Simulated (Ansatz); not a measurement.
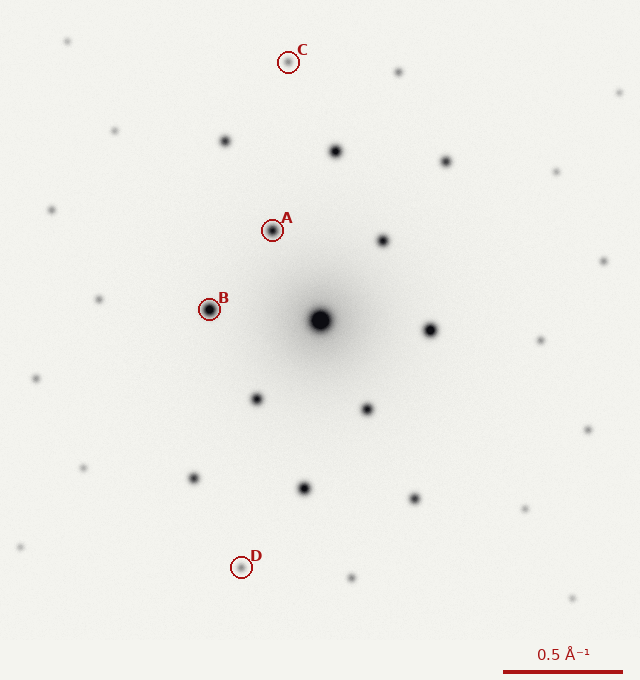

The pattern is a kinematic simulation for 200 kV electrons (no multiple scattering; isotropic B = 1 Å²). The zone axis points towards the electron source and the pattern is seen from the source side.

The sample is Mn, space group P6_3/mmc (No. 194), a = 2.800 Å, c = 9.056 Å (hexagonal axes). Structure: the end point of a relaxation with DFT, r2SCAN, plane waves (500 eV) with PAW, scalar-relativistic in Ansatz 0.2.0; the starting structure was generated, so it need not be a known form of this composition.

```csv
atom,site,symmetry,x,y,z
Mn,2a,-3m.,0.0000,0.0000,0.0000
Mn,2c,-6m2,0.3333,0.6667,0.2500
```

Spot A is indexed -1 1 1 and spot B -1 0 2.

> What are the indices of the remaining marked spots?

C = 3A − B = -2 3 1 (d = 0.912 Å). D = −3A + 2B = 1 -3 1 (d = 0.912 Å).

> Find the zone axis.

The cross product of A and B is parallel to [211]; every spot obeys hu + kv + lw = 0.
